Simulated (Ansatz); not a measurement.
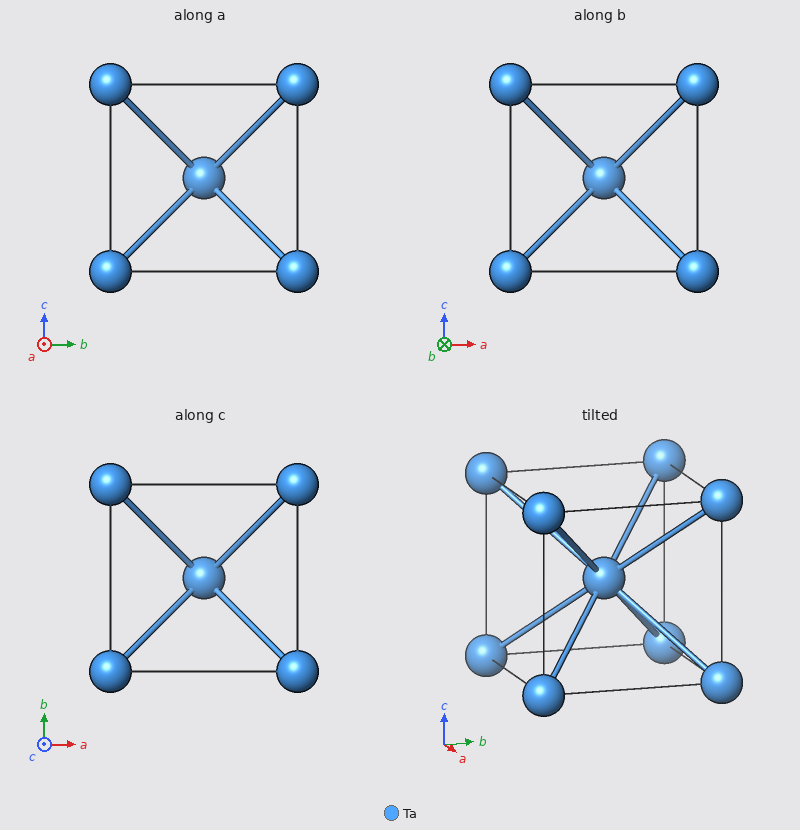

View along the a axis, along the b axis, along the c axis and slightly off an axis, drawn as a ball-and-stick model. The edges of the conventional unit cell are marked.

Lattice parameters: a = 3.200 Å, b = 3.200 Å, c = 3.200 Å, α = 90.00°, β = 90.00°, γ = 90.00°.

### Reconstruct the structure as a table of Wyckoff sites.

Space group Im-3m (No. 229).
| atom | site | x | y | z |
| --- | --- | --- | --- | --- |
| Ta | 2a | 0.0000 | 0.0000 | 0.0000 |

The structure is a generated cell, made by putting these elements into a known structure type (the compound may or may not exist in this form); no relaxation was done. It was the input of a calculation with Ansatz.

At this level of theory the cell isn't at rest (compressed, at 52 GPa), so its distances can differ from those at equilibrium, the more so the softer the solid.
